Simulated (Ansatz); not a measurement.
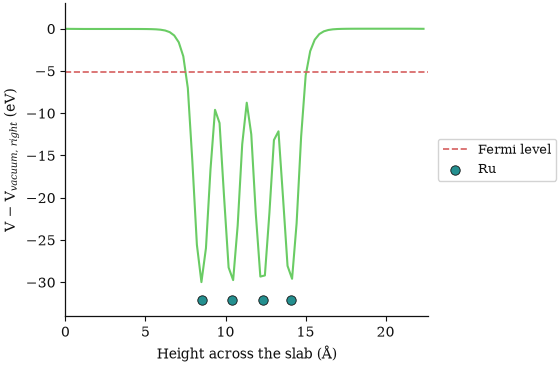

The picture comes from a calculation with Ansatz.

Plane-averaged electrostatic potential energy of an electron across the slab; circles at the bottom mark the heights of the atoms (positions after relaxation).

Input of the run:

```
crystal:
  lattice:
    - [2.6649775258, 0.0, 0.0]
    - [0.0, 2.6649775258, 0.0]
    - [0.0, 0.0, 22.6532710406]
  atoms:
    - { symbol: Ru, position: [0.5, 0.5, 0.3752217499] }
    - { symbol: Ru, position: [0.0, 0.0, 0.45840725] }
    - { symbol: Ru, position: [0.5, 0.5, 0.54159275] }
    - { symbol: Ru, position: [0.0, 0.0, 0.6247782501] }
basis:
  ecutwfc: 420
kpoints:
  mp_grid: { grid: [11, 11, 1] }
hamiltonian:
  xc: pbesol
scf:
  occupations: { method: gaussian, width: 0.1 }
output:
  forces: true
  eigenvalues: true
relax:
  adjacent_minimum: "off"
  f_tol: 0.03
  max_steps: 70
  constraints: [{ sites: [0, 1] }]
efield:
  axis: 3
  dipole_correction: true
```

**Read off the work function of each face.**

The work function is 5.08 eV, the same on both faces. The two vacuum levels agree, so the slab has no net dipole along its normal.

**How thick are slab and vacuum?**

The outermost atoms are 5.6 Å apart, which leaves 17.1 Å of vacuum in a cell 22.7 Å high.
